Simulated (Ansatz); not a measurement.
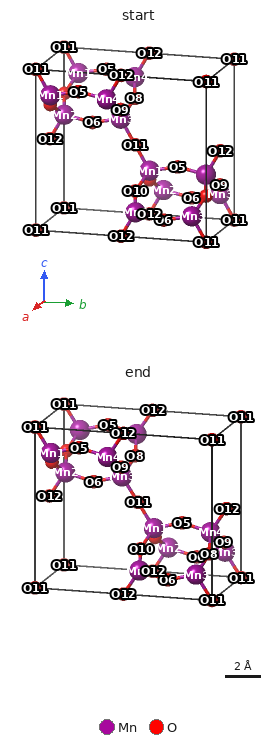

The structure of a crystal of MnO₂ (a generated structure, set up in Imma) before (top) and after (bottom) a relaxation, at one scale.

A ball-and-stick model of the conventional cell (2 times the calculation's cell), seen slightly off an axis. Lengths and directions refer to the drawn axes.

Case: Si → Mn on all its sites, cell and atoms relaxed.

All numbers below come from DFT r2SCAN, scalar-relativistic, plane waves, PAW (Ansatz).

Input file:
```yaml
crystal:
  lattice:
    - [-2.8067772524, 5.1090722603, 4.7525593901]
    - [2.8067772524, -5.1090722603, 4.7525593901]
    - [2.8067772524, 5.1090722603, -4.7525593901]
  atoms:
    - { symbol: Mn, position: [0.9294151597, 0.8448275439, 0.0845876158], spin: 2.61 }
    - { symbol: Mn, position: [0.739760072, 0.1551724561, 0.5845876158], spin: 2.61 }
    - { symbol: Mn, position: [0.0705848403, 0.1551724561, 0.9154123842], spin: 2.61 }
    - { symbol: Mn, position: [0.260239928, 0.8448275439, 0.4154123842], spin: 2.61 }
    - { symbol: O, position: [0.130700523, 0.880700523, 0.25] }
    - { symbol: O, position: [0.869299477, 0.119299477, 0.75] }
    - { symbol: O, position: [0.7928299684, 0.5, 0.7928299684] }
    - { symbol: O, position: [0.2071700316, 0.0, 0.7071700316] }
    - { symbol: O, position: [0.2071700316, 0.5, 0.2071700316] }
    - { symbol: O, position: [0.7928299684, 0.0, 0.2928299684] }
    - { symbol: O, position: [0.0, 0.0, 0.0] }
    - { symbol: O, position: [0.5, 0.0, 0.5] }
basis:
  ecutwfc: 500
kpoints:
  mp_grid: { grid: [8, 8, 8] }
hamiltonian:
  xc: r2scan
scf:
  occupations: { method: gaussian, width: 0.1 }
output:
  forces: true
  stress: true
  eigenvalues: true
  populations: true
magnetization:
  spin_polarized: true
relax:
  adjacent_minimum: "off"
  f_tol: 0.01
  max_steps: 60
  cell: { stress_tol: 0.1 }
```

Launched with:
```bash
ansatz run input.yaml --threads 2 --pin off --max-ram 5120MiB --backend cpu --events-out ev --progress --plain --runs-dir out
```

### Describe what moved and what it gained.

The run was cut off at its time limit before the relaxation converged, so the last structure is only a point on the way. The energy falls by 0.288 eV per cell of the calculation in 3 geometry steps. The largest force component goes from 0.29 to 0.096 eV/Å. Pressure: 5.50 GPa at the start and 0.14 GPa at the end. The largest moves relative to the cell, 0.13 Å, are those of O7, O8, O9 and O10. O8 goes along −b. By element the largest moves are O 0.13 Å, Mn 0.06 Å. Cell: a 5.614 → 5.789 Å (+3.1 %), b 10.218 → 10.614 Å (+3.9 %), c unchanged at 9.505 Å. Volume +7.1 %. Among the contacts that change: Mn1–O11 1.710 → 1.746 Å, Mn1–O10 1.722 → 1.752 Å. Among the angles between lasting bonds that change: Mn1–O5–Mn4 157.2° → 151.5°, Mn1–O7–Mn2 151.3° → 155.6°, O8–Mn4–O9 109.2° → 111.4°. The space group stays Imma (No. 74).
